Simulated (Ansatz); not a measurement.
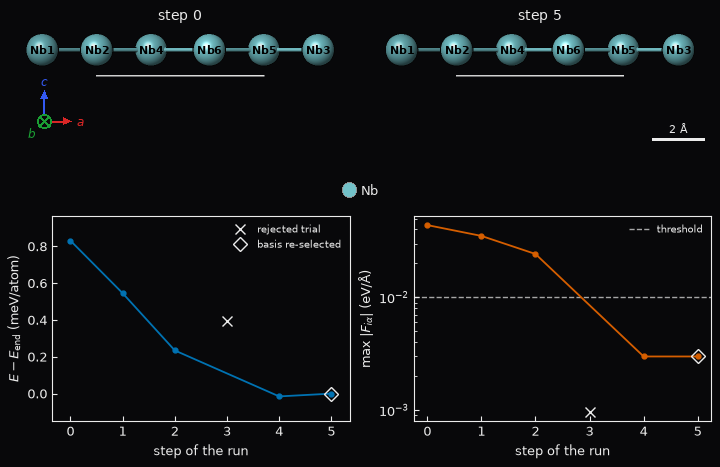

First and last geometry of a relaxation of a free-standing layer of Nb (a generated structure, set up in P6/mmm), with the history of the run. A ball-and-stick model of the cell of the calculation, outlined in the plane, without the vacuum, seen along the b axis.

Level of theory: DFT PBE, scalar-relativistic, plane waves, PAW (Ansatz).

Input
```yaml
crystal:
  lattice:
    - [7.4579558025, 0.0, 0.0]
    - [-3.7289779012, 6.4587791852, 0.0]
    - [0.0, 0.0, 23.8]
  atoms:
    - { symbol: Nb, position: [0.6743436742, 0.0, 0.2941176471], spin: 0.33 }
    - { symbol: Nb, position: [0.0, 0.6743436742, 0.2941176471], spin: 0.33 }
    - { symbol: Nb, position: [0.3256563258, 0.3256563258, 0.2941176471], spin: 0.33 }
    - { symbol: Nb, position: [0.3256563258, 0.0, 0.2941176471], spin: 0.33 }
    - { symbol: Nb, position: [0.0, 0.3256563258, 0.2941176471], spin: 0.33 }
    - { symbol: Nb, position: [0.6743436742, 0.6743436742, 0.2941176471], spin: 0.33 }
  periodic: [true, true, false]
basis:
  ecutwfc: 420
kpoints:
  mp_grid: { grid: [6, 6, 1] }
hamiltonian:
  xc: pbe
scf:
  occupations: { method: gaussian, width: 0.1 }
output:
  forces: true
  stress: true
  eigenvalues: true
  populations: true
  write_density: true
  write_potential: true
  elf: true
  volumetric_format: npy
magnetization:
  spin_polarized: true
relax:
  adjacent_minimum: "off"
  f_tol: 0.01
  max_steps: 80
  cell: { stress_2d_tol: 0.02 }
```

Launched with:
```bash
ansatz run input.yaml --threads 1 --pin off --max-ram 2560MiB --backend cpu --events-out ev --progress --plain --runs-dir out
```

**Did the run converge, and what did it change?**

It converged. Over 3 accepted moves (5 points after the start) the energy falls by 0.8 meV per atom. Largest force component: 0.044 eV/Å at the start, 0.003 eV/Å at the end. The line search rejected the trial step at point 3 of the run. The SCF was repeated once at an unchanged geometry on a basis and grid sized afresh for the cell, which shifted the energy by less than 0.05 meV per atom at most. The largest moves relative to the cell and the layer's centre, 0.034 Å, are those of Nb1, Nb2, Nb3, Nb4, Nb5 and Nb6. Nb4 goes within the plane. In the plane the drawn cell goes a 7.458 → 7.439 Å (−0.3 %), b 7.458 → 7.439 Å (−0.3 %). Among the contacts that change: Nb1–Nb4 2.600 → 2.526 Å, Nb1–Nb5 2.429 → 2.456 Å. The program noted that the starting moments weren't kept. Cost: 27 min on 1 thread of Intel(R) Xeon(R) Processor @ 2.50GHz (Skylake/Cascade Lake), with other jobs on the host, peak memory 1.6 GiB.
